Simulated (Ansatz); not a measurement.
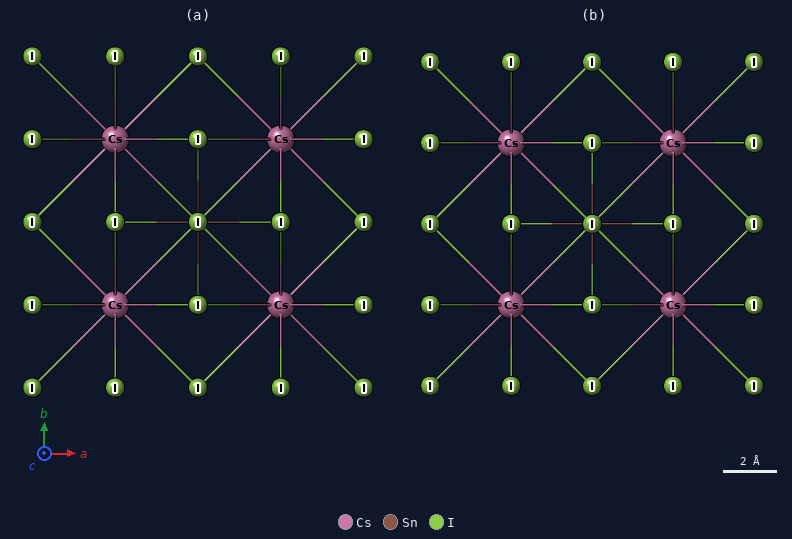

The structure of solid CsSnI$_{3}$ (built on the cubic perovskite type) before (left) and after (right) a relaxation, at one scale.

The picture is a ball-and-stick view of the cell of the calculation, seen along the c axis.

Method: Ansatz, DFT, PBEsol, plane waves, PAW. (plane-wave cutoff 420 eV; k-point mesh 4 × 4 × 4; occupations fermi dirac; smearing width 0.02 eV; no spin polarisation; cell and atoms relaxed; force threshold 0.005 eV/Å)

> What changed between the two?

The atoms keep their places relative to the cell (all moves are under 0.005 Å). The volume changes by −6.6 %, with a = b = c 6.298 → 6.157 Å (−2.2 %). Among the contacts that change: Cs–I 4.453 → 4.354 Å, I–Sn 3.149 → 3.078 Å. The space group stays Pm-3m (No. 221). The energy falls by 11.4 meV per atom in 3 accepted moves (4 points after the start). All forces vanish by symmetry, so only the cell relaxes. The pressure goes from −1.05 to 0.00 GPa. The SCF was repeated once at an unchanged geometry on a basis and grid sized afresh for the cell, which shifted the energy by 0.3 meV per atom at most. Cost: 11 s on 4 threads of Intel(R) Xeon(R) Platinum 8375C CPU @ 2.90GHz (Ice Lake) (shared host), peak memory 0.76 GiB.
